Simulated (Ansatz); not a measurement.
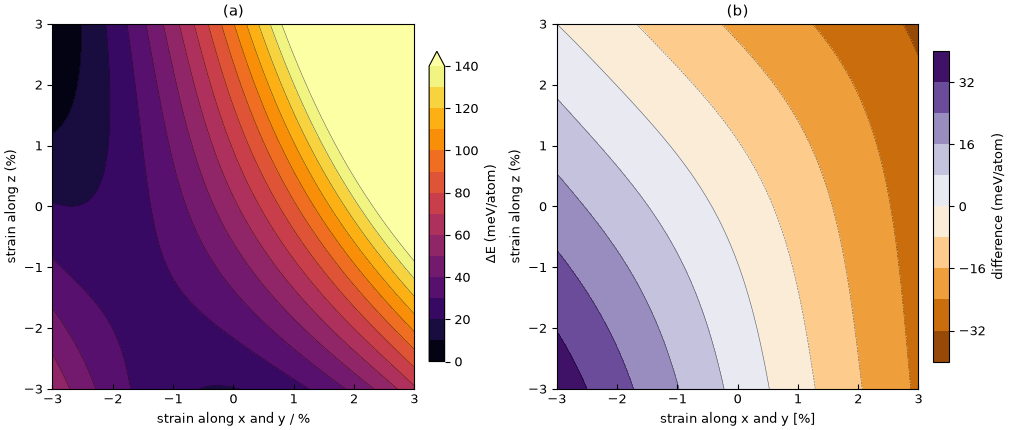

W (Fm-3m, No. 225; 1 atom in the cell). 
- The cell is strained homogeneously, by one strain along x and y and another along z, with fractional coordinates fixed (x, y and z along the cube axes).
- First axis: strain along x and y. Second axis: strain along z.
- The scan uses a 5 × 5 grid.
- All energies are given in meV/atom relative to each map's own lowest point.
- The reference cell is the one listed in the database, not relaxed at this level.
- These are results of DFT PBEsol, scalar-relativistic, plane waves, PAW in Ansatz 0.2.0, not measurements. Settings: cutoff 420 eV, k-mesh 20×20×20, gaussian smearing 0.15 eV, no spin polarisation.

Panel (a): Ansatz 0.2.0, DFT PBEsol, scalar-relativistic, plane waves, PAW. Panel (b): the map at Ansatz, DFT r2SCAN, scalar-relativistic, plane waves, PAW less the map of (a), each from its own lowest point.

How does the change of method alter the landscape?

Answer. The difference runs from −33 meV/atom at strain along x and y = 3.0 %, strain along z = 3.0 % to 37 meV/atom at strain along x and y = −3.0 %, strain along z = −3.0 %.
